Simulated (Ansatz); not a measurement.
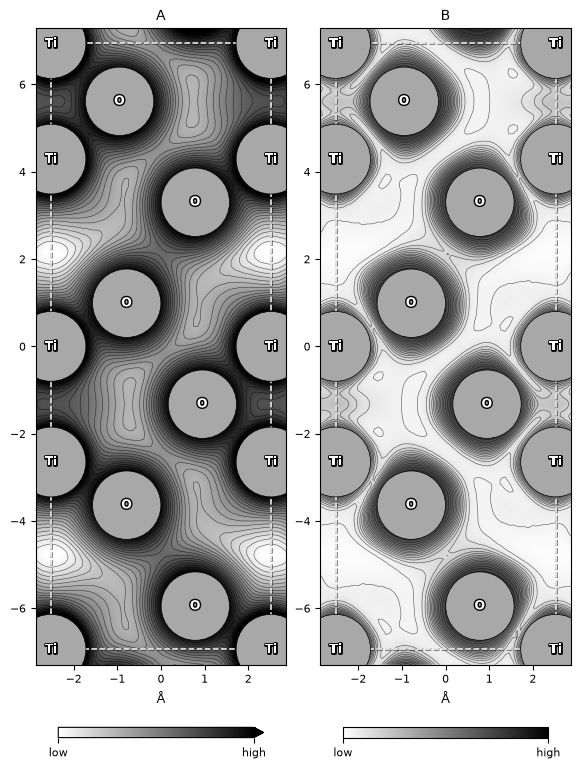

Ti$_{2}$O$_{3}$: 2 fields on the (100) plane of the conventional cell, with unlabelled colour scales. Grey discs cover the atomic cores.

Space group R-3c; a generated structure, not necessarily the stable one; computed without spin polarisation.

Theory: DFT PBEsol, scalar-relativistic, plane waves, PAW (Ansatz).

### The panels show electron localisation function and valence pseudo-density in some order. Assign them.

Panel A: valence pseudo-density. Panel B: electron localisation function. From the grid: Ti–O (2.00 Å): ρ at the midpoint is about 0.61 e/Å³; the ELF peaks at about 0.85 in the valence shell of O, 0.6 Å from its nucleus, and is about 0.15 at the midpoint; no localised pair shows between them. Ti–Ti (2.65 Å): the density is about 0.29 e/Å³ at the midpoint; the ELF is about 0.25 at the midpoint; no localised pair shows between them.
